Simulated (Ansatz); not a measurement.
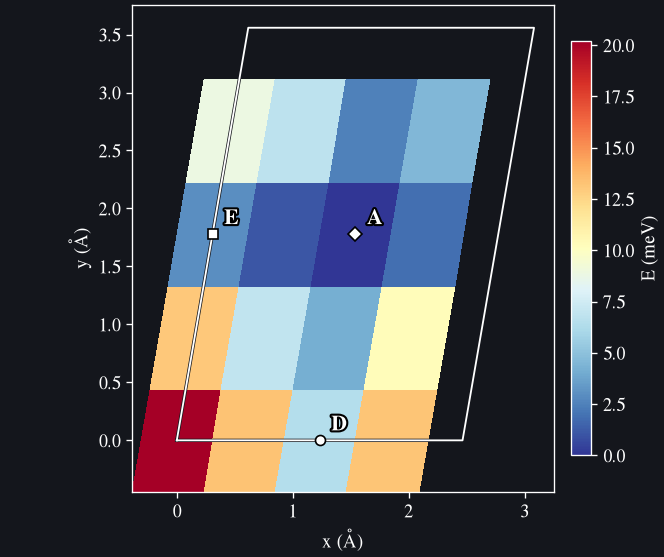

CO on a C(111) slab cut from the Fmmm phase, its upper half relaxed before the scan (12 atoms of substrate and one adsorbate in a 2 × 1 cell). 
- CO (O end down) is moved over the surface cell at a fixed height above a rigid substrate; the origin of the map has the adsorbate above C11; the height is held at 3.10 Å.
- Places are given modulo a cell vector. The map is drawn in real space over the plane of the surface.
- The scan uses a 4 × 4 grid.
- Places are given in fractions of the 1 × 1 surface cell.
- All energies are given in meV relative to the lowest grid point.
- At a fixed height the lowest place need not be the adsorption site.
- These are results of Ansatz, DFT PBE+D3(BJ), scalar-relativistic, plane waves, PAW, not measurements. Settings: cutoff 420 eV, k-mesh 6×8×1, gaussian smearing 0.05 eV, no spin polarisation.

Drawn: one coloured cell a grid point, the outline of one cell of the plane, lettered points.

Name the site at each letter.

Answer. A: the trough between two rows of top atoms; D: a bridge site between two C atoms; E: the trough between two rows of top atoms.

Rank the lettered points by energy, lowest first.

Answer. A (0.0 meV), E (2.9 meV), D (6.4 meV).

PAW datasets: the set soft_1.
